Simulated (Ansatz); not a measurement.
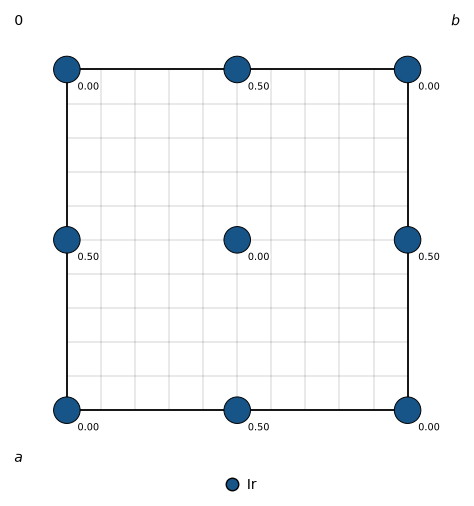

Plan of a unit cell projected along c (a down the page, b across); the numbers are heights as fractions of c, and atoms on the cell's edges are repeated. The grid marks tenths of a and b. Source: the geometry relaxed with Ansatz 0.2.0, DFT PBE, scalar-relativistic, plane waves, PAW; the starting structure was generated, so it need not be a known form of this composition. Geometry calculated from the standardised cell; symmetry tolerance 0.002 Å.

a = 3.871 Å, b = 3.871 Å, c = 3.871 Å, α = 90.00°, β = 90.00°, γ = 90.00°.

Question: What does the cell contain?

Answer: 4 Ir: Ir, Z = 4.

Question: Give the fractional coordinates of all atoms, to two places.

Answer:
```tsv
atom	x	y	z
Ir	0.00	0.00	0.00
Ir	0.00	0.50	0.50
Ir	0.50	0.00	0.50
Ir	0.50	0.50	0.00
```
